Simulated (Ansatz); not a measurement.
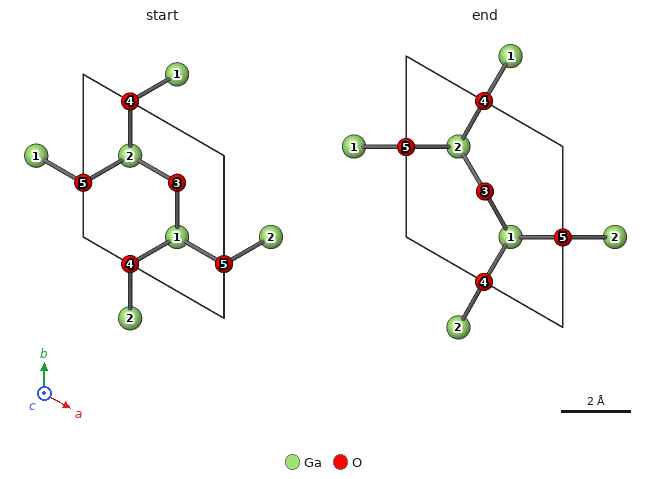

The structure of a crystal of Ga₂O₃ (a generated structure, set up in P-62m) (coarse preliminary run) before (left) and after (right) a relaxation, at one scale.

A ball-and-stick model of the cell of the calculation, seen along the c axis.

These are results of DFT PBE, scalar-relativistic, plane waves, PAW in Ansatz, not measurements. (plane-wave cutoff 420 eV; k-point mesh 6 × 6 × 6; occupations gaussian; smearing width 0.1 eV; no spin polarisation; cell and atoms relaxed; force threshold 0.04 eV/Å; at most 70 steps)

**Summarise the run.**

The energy falls by 262 meV per atom in 8 accepted moves (10 points after the start). The largest force component goes from 1.6 to 0.0033 eV/Å. Pressure: 0.28 GPa at the start and 0.22 GPa at the end. At 2 points the geometry stayed and the basis and grid were re-selected for the new cell (energy shift of 30.9 meV per atom at most each time). The largest moves relative to the cell, 0.87 Å, are those of O3, O4 and O5. O4 goes along +a. Ga stays in place. The volume changes by +22.1 %, with a = b 4.754 → 5.287 Å (+11.2 %), c 2.690 → 2.655 Å (−1.3 %). Some distances before and after: Ga1–O3 2.079 → 2.023 Å. Among the angles between lasting bonds that change: Ga1–O3–Ga2 135.2° → 179.1°, Ga1–O3–Ga2 82.6° → 98.0°. The space group stays P-62m (No. 189).
